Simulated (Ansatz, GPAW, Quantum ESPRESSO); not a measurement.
# Simulated XPS, UPS and emission spectra of BAs, part 5 of 7

Wanted: projected DOS of BAs, weighted into photoemission and X-ray emission spectra, at several levels of theory.

Ansatz 0.2.0, Quantum ESPRESSO 7.5 and GPAW 26.7.0; DFT, PBE, plane-wave PAW, default files, scalar-relativistic (the session's first sound run).

So far. Step 4 (With LDA): At this level the gap is 1.13 eV on the path. Step 6 (Quantum ESPRESSO: self-consistent run): At this level the gap is 1.20 eV on the k-mesh of the self-consistent run, which can miss the band edges.

### Step 8. Projected DOS and spectra

Level of this step: DFT, PBE, plane waves, ultrasoft GBRV pseudopotentials, scalar-relativistic (Quantum ESPRESSO).

projwfc.x splits the states by atom and shell, which the spectra need, since each shell has its own cross section.

Contents of projwfc.in:

```
&projwfc
  prefix = 'pes'
  outdir = './tmp'
  filpdos = 'pes'
  ngauss = 0
  degauss = 0.00735
  DeltaE = 0.05
  Emin = -18.77
  Emax = 21.23
/
```

Run with:

```console
$ OMP_NUM_THREADS=1 mpirun -n 4 projwfc.x -nk 4 -in projwfc.in > projwfc.out
```

What it wrote:

```text
[banner, memory and clock lines left out]
Program PROJWFC v.7.5 starts

          URL

     ./tmp/pes.save/

     IMPORTANT: XC functional enforced from input :
     Exchange-correlation= PBE
                           (   1   4   3   4   0   0   0)
     Any further DFT definition will be discarded
     Please, verify this is what you really want

     G-vector sticks info

     Gaussian broadening (read from input): ngauss,degauss=   0    0.007350

     Calling projwave ....

  Problem Sizes
  natomwfc =            8
  nbnd     =           12
  nkstot   =          256
  npwx     =          817
  nkb      =           26

     Atomic states used for projection
     (read from pseudopotential files):

     state #   1: atom   1 (As ), wfc  1 (l=0 m= 1)
     state #   2: atom   1 (As ), wfc  2 (l=1 m= 1)
     state #   3: atom   1 (As ), wfc  2 (l=1 m= 2)
     state #   4: atom   1 (As ), wfc  2 (l=1 m= 3)
     state #   5: atom   2 (B  ), wfc  1 (l=0 m= 1)
     state #   6: atom   2 (B  ), wfc  2 (l=1 m= 1)
     state #   7: atom   2 (B  ), wfc  2 (l=1 m= 2)
     state #   8: atom   2 (B  ), wfc  2 (l=1 m= 3)

 k =   0.0000000000  0.0000000000  0.0000000000
==== e(   1) =    -6.74953 eV ====
     psi = 0.560*[#   1]+0.437*[#   5]
    |psi|^2 = 0.997
==== e(   2) =     8.64782 eV ====
     psi = 0.192*[#   6]+0.192*[#   7]+0.192*[#   8]+0.138*[#   2]+0.138*[#   3]
          +0.138*[#   4]
    |psi|^2 = 0.988
==== e(   3) =     8.64782 eV ====
     psi = 0.192*[#   6]+0.192*[#   7]+0.192*[#   8]+0.138*[#   2]+0.138*[#   3]
          +0.138*[#   4]
    |psi|^2 = 0.988
==== e(   4) =     8.64782 eV ====
     psi = 0.192*[#   6]+0.192*[#   7]+0.192*[#   8]+0.138*[#   2]+0.138*[#   3]
          +0.138*[#   4]
    |psi|^2 = 0.988
==== e(   5) =    11.94753 eV ====
     psi = 0.192*[#   2]+0.192*[#   3]+0.192*[#   4]+0.133*[#   6]+0.133*[#   7]
          +0.133*[#   8]
    |psi|^2 = 0.976
==== e(   6) =    11.94753 eV ====
     psi = 0.192*[#   2]+0.192*[#   3]+0.192*[#   4]+0.133*[#   6]+0.133*[#   7]
          +0.133*[#   8]
    |psi|^2 = 0.976
==== e(   7) =    11.94753 eV ====
     psi = 0.192*[#   2]+0.192*[#   3]+0.192*[#   4]+0.133*[#   6]+0.133*[#   7]
          +0.133*[#   8]
    |psi|^2 = 0.976
==== e(   8) =    13.40420 eV ====
     psi = 0.544*[#   5]+0.432*[#   1]
    |psi|^2 = 0.977
==== e(   9) =    18.33124 eV ====
     psi = 0.011*[#   5]
    |psi|^2 = 0.011
==== e(  10) =    21.76565 eV ====

    |psi|^2 = 0.000
==== e(  11) =    21.76565 eV ====

    |psi|^2 = 0.000
==== e(  12) =    23.24206 eV ====
     psi = 0.003*[#   6]+0.003*[#   7]+0.003*[#   8]
    |psi|^2 = 0.009

 k =   0.0353553391  0.0353553391 -0.0353553391
==== e(   1) =    -6.70839 eV ====
     psi = 0.551*[#   1]+0.424*[#   5]+0.004*[#   6]+0.004*[#   7]+0.004*[#   8]
          +0.003*[#   2]+0.003*[#   3]+0.003*[#   4]
    |psi|^2 = 0.997
==== e(   2) =     8.22300 eV ====
     psi = 0.173*[#   6]+0.173*[#   7]+0.173*[#   8]+0.143*[#   2]+0.143*[#   3]
          +0.143*[#   4]+0.027*[#   5]+0.015*[#   1]
    |psi|^2 = 0.989
==== e(   3) =     8.56370 eV ====
     psi = 0.190*[#   6]+0.190*[#   7]+0.190*[#   8]+0.140*[#   2]+0.140*[#   3]
          +0.140*[#   4]
    |psi|^2 = 0.989
==== e(   4) =     8.56370 eV ====
     psi = 0.190*[#   6]+0.190*[#   7]+0.190*[#   8]+0.140*[#   2]+0.140*[#   3]
          +0.140*[#   4]
    |psi|^2 = 0.989
[...]
psi = 0.162*[#   2]+0.162*[#   3]+0.162*[#   4]+0.142*[#   6]+0.142*[#   7]
          +0.142*[#   8]+0.045*[#   1]+0.016*[#   5]
[...]
psi = 0.190*[#   2]+0.190*[#   3]+0.190*[#   4]+0.135*[#   6]+0.135*[#   7]
          +0.135*[#   8]
[...]
psi = 0.190*[#   2]+0.190*[#   3]+0.190*[#   4]+0.135*[#   6]+0.135*[#   7]
          +0.135*[#   8]
[...]
psi = 0.511*[#   5]+0.380*[#   1]+0.022*[#   2]+0.022*[#   3]+0.022*[#   4]
          +0.006*[#   6]+0.006*[#   7]+0.006*[#   8]
[...]
psi = 0.012*[#   5]
[...]
psi = 0.002*[#   6]+0.002*[#   7]+0.002*[#   8]+0.001*[#   5]
[...]
k =   0.0707106781  0.0707106781 -0.0707106781
[...]
psi = 0.528*[#   1]+0.393*[#   5]+0.014*[#   6]+0.014*[#   7]+0.014*[#   8]
          +0.011*[#   2]+0.011*[#   3]+0.011*[#   4]
[...]
psi = 0.148*[#   2]+0.148*[#   3]+0.148*[#   4]+0.145*[#   6]+0.145*[#   7]
          +0.145*[#   8]+0.067*[#   5]+0.045*[#   1]
[...]
+0.144*[#   4]
[...]
+0.144*[#   4]
[...]
+0.112*[#   3]+0.112*[#   4]+0.101*[#   5]
[...]
+0.139*[#   8]
[...]
+0.139*[#   8]
[...]
+0.032*[#   6]+0.032*[#   7]+0.032*[#   8]
[...]
psi = 0.017*[#   5]+0.001*[#   1]
[...]
k =   0.1060660172  0.1060660172 -0.1060660172
[...]
+0.020*[#   2]+0.020*[#   3]+0.020*[#   4]
[...]
+0.124*[#   8]+0.098*[#   5]+0.073*[#   1]
[...]
+0.149*[#   4]
[...]
+0.149*[#   4]
[...]
+0.080*[#   2]+0.080*[#   3]+0.080*[#   4]
[...]
+0.058*[#   6]+0.058*[#   7]+0.058*[#   8]
[...]
+0.001*[#   2]+0.001*[#   3]+0.001*[#   4]
[...]
psi = 0.011*[#   5]+0.005*[#   1]
[...]
k =   0.1414213562  0.1414213562 -0.1414213562
[...]
+0.028*[#   2]+0.028*[#   3]+0.028*[#   4]
[...]
+0.109*[#   7]+0.109*[#   8]+0.096*[#   1]
[...]
+0.062*[#   2]+0.062*[#   3]+0.062*[#   4]
[...]
k =   0.1767766953  0.1767766953 -0.1767766953
[...]
k =   0.2121320344  0.2121320344 -0.2121320344
[...]
k =   0.2474873734  0.2474873734 -0.2474873734
[...]
k =   0.2828427125  0.2828427125 -0.2828427125
[...]
k =   0.3181980515  0.3181980515 -0.3181980515
[...]
k =  -0.3535533906 -0.3535533906  0.3535533906
[...]
k =   0.0707106781 -0.0000000000  0.0000000000
[...]
+0.146*[#   8]+0.040*[#   1]
[...]
psi = 0.013*[#   5]
[...]
psi = 0.003*[#   6]+0.003*[#   7]+0.003*[#   8]
[...]
k =   0.1060660172  0.0353553391 -0.0353553391
[...]
psi = 0.016*[#   5]+0.001*[#   1]
[...]
psi = 0.003*[#   5]+0.002*[#   1]
[...]
k =   0.1414213562  0.0707106781 -0.0707106781
[...]
psi = 0.006*[#   5]+0.003*[#   1]
[...]
k =   0.1767766953  0.1060660172 -0.1060660172
[...]
k =   0.2121320344  0.1414213562 -0.1414213562
[...]
+0.131*[#   8]+0.014*[#   5]
[...]
+0.133*[#   8]+0.017*[#   5]
[...]
+0.134*[#   8]+0.024*[#   5]
[...]
+0.132*[#   8]+0.037*[#   5]
[...]
psi = 0.009*[#   5]+0.004*[#   1]
[...]
psi = 0.004*[#   5]+0.002*[#   1]
[...]
psi = 0.015*[#   5]
[...]
psi = 0.001*[#   5]
[...]
psi = 0.002*[#   6]+0.002*[#   7]+0.002*[#   8]
[...]
psi = 0.020*[#   5]+0.002*[#   1]
[...]
psi = 0.007*[#   5]+0.005*[#   1]
[...]
psi = 0.002*[#   6]+0.002*[#   7]+0.002*[#   8]
[...]
psi = 0.002*[#   5]+0.001*[#   6]+0.001*[#   7]+0.001*[#   8]
[...]
psi = 0.006*[#   5]+0.002*[#   1]
[...]
+0.143*[#   8]
[...]
+0.001*[#   8]
[...]
+0.148*[#   4]
[...]
+0.142*[#   8]
[...]
psi = 0.005*[#   5]+0.002*[#   1]
[...]
+0.145*[#   4]
[...]
[... cut ...]
[...]
+0.004*[#   4]
[...]
+0.162*[#   8]+0.003*[#   5]
[...]
+0.026*[#   4]+0.007*[#   5]
[...]
+0.004*[#   4]
[...]
k =  -0.1414213562 -0.4949747468  0.6363961031
[...]
+0.027*[#   4]+0.015*[#   5]
[...]
+0.004*[#   7]+0.004*[#   8]
[...]
k =  -0.1060660172 -0.4596194078  0.6010407640
[...]
+0.031*[#   4]+0.021*[#   5]
[...]
+0.002*[#   7]+0.002*[#   8]
[...]
k =  -0.0707106781 -0.4242640687  0.5656854249
[...]
+0.036*[#   4]+0.008*[#   5]
[...]
k =  -0.0353553391 -0.3889087297  0.5303300859
[...]
+0.038*[#   4]+0.002*[#   5]
[...]
k =  -0.0000000000 -0.3535533906  0.4949747468
[...]
psi = 0.002*[#   2]+0.002*[#   3]+0.002*[#   4]
[...]
k =  -0.1414213562 -0.5656854249  0.7071067812
[...]
+0.163*[#   8]
[...]
+0.020*[#   4]+0.004*[#   5]
[...]
+0.005*[#   3]+0.005*[#   4]
[...]
k =  -0.1060660172 -0.5303300859  0.6717514421
[...]
+0.138*[#   4]+0.031*[#   5]+0.022*[#   1]
[...]
+0.033*[#   7]+0.033*[#   8]+0.004*[#   5]
[...]
+0.015*[#   3]+0.015*[#   4]+0.007*[#   1]
    |psi|^2 = 0.138
==== e(  11) =    25.34514 eV ====
     psi = 0.031*[#   6]+0.031*[#   7]+0.031*[#   8]+0.021*[#   2]+0.021*[#   3]
          +0.021*[#   4]+0.008*[#   5]
    |psi|^2 = 0.165
==== e(  12) =    27.47237 eV ====
     psi = 0.014*[#   5]+0.006*[#   2]+0.006*[#   3]+0.006*[#   4]+0.003*[#   6]
          +0.003*[#   7]+0.003*[#   8]
    |psi|^2 = 0.042

 k =  -0.0707106781 -0.4949747468  0.6363961031
==== e(   1) =    -2.70811 eV ====
     psi = 0.606*[#   1]+0.106*[#   6]+0.106*[#   7]+0.106*[#   8]+0.043*[#   5]
          +0.011*[#   2]+0.011*[#   3]+0.011*[#   4]
    |psi|^2 = 0.998
==== e(   2) =     0.62226 eV ====
     psi = 0.404*[#   5]+0.170*[#   2]+0.170*[#   3]+0.170*[#   4]+0.039*[#   1]
          +0.015*[#   6]+0.015*[#   7]+0.015*[#   8]
    |psi|^2 = 0.997
==== e(   3) =     3.23749 eV ====
     psi = 0.177*[#   2]+0.177*[#   3]+0.177*[#   4]+0.148*[#   6]+0.148*[#   7]
          +0.148*[#   8]+0.019*[#   5]+0.004*[#   1]
    |psi|^2 = 0.997
==== e(   4) =     4.47135 eV ====
     psi = 0.168*[#   2]+0.168*[#   3]+0.168*[#   4]+0.160*[#   6]+0.160*[#   7]
          +0.160*[#   8]+0.008*[#   5]+0.003*[#   1]
    |psi|^2 = 0.997
==== e(   5) =    11.42915 eV ====
     psi = 0.173*[#   5]+0.109*[#   1]+0.108*[#   6]+0.108*[#   7]+0.108*[#   8]
          +0.075*[#   2]+0.075*[#   3]+0.075*[#   4]
    |psi|^2 = 0.831
==== e(   6) =    13.22043 eV ====
     psi = 0.137*[#   1]+0.116*[#   6]+0.116*[#   7]+0.116*[#   8]+0.108*[#   5]
          +0.052*[#   2]+0.052*[#   3]+0.05
```

The job ended after 1.4 s (4 MPI ranks of Intel Xeon at 2.60GHz (Ice Lake), shared host; 5.2 s of CPU time).

Numbers from this step:

```yaml
gap_from_the_dos_mesh: 1.182 eV
share_of_occupied_states_in_no_projected_shell: 0.0034 of the occupied states in the window
```

This run's widths, added to any smearing of the DOS itself: Gaussian 0.1 eV, Lorentzian 0.2 eV plus 0.08 an eV of depth. Table of intensity by binding energy, zero at the valence-band maximum; values in % of the maximum within 13 eV:

| binding energy (eV) | 21.2 eV | 40.8 eV | 150 eV | 1486.7 eV | 5950 eV |
| --- | --- | --- | --- | --- | --- |
| 0 | 8.13 | 8.48 | 5.25 | 6.89 | 3.15 |
| 2 | 81.6 | 80.6 | 48.6 | 67.7 | 28.6 |
| 4 | 96.4 | 97.4 | 69.1 | 90.1 | 40.8 |
| 6 | 46.0 | 51.8 | 49.7 | 55.6 | 29.5 |
| 8 | 57.0 | 81.4 | 99.1 | 79.2 | 39.0 |
| 10 | 4.95 | 13.1 | 19.2 | 20.8 | 18.1 |
| 12 | - | 50.5 | 85.8 | 99.8 | 99.9 |
| 14 | - | 31.0 | 51.2 | 51.8 | 49.6 |

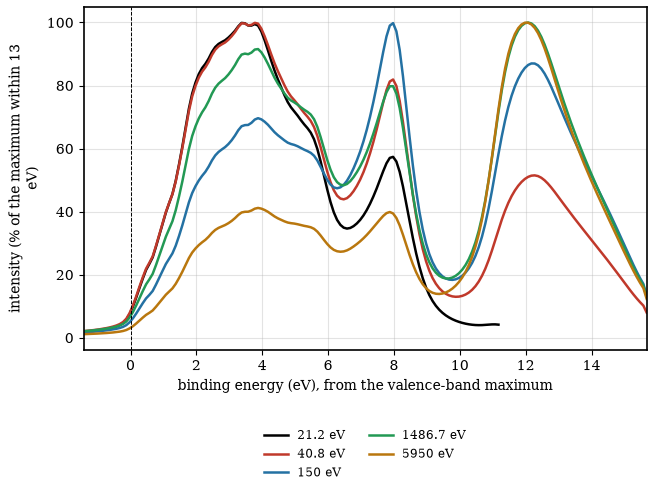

Intensity, plotted against binding energy.

Spectra as before, but with a recipe of its own (widths, and in some runs the light), which changes peak heights and what is resolved: Gaussian 0.1 eV, Lorentzian 0.2 eV plus 0.08 times the binding energy, linear light, analyser at 0°, Fermi edge at 300 K; some photon energies differ too.

(Continued in part 6 of 7.)

[Logs are printed without paths, hosts, clocks, repeated set-up lines and the standing remarks that a program may print on its own settings, such as how far it seeks lower states.]

[Hosts, paths, dates, database ids (printed as entryN), source tags and the programs' standing remarks are cut or masked in the printed files.]

[Maps of the electrostatic potential energy from Ansatz leave out the sawtooth potential of an applied field or a dipole correction, so their vacuum need not be flat; work functions include it.]

[Peak lists hold at most the 14 tallest peaks of each spectrum; further lines can be left out.]
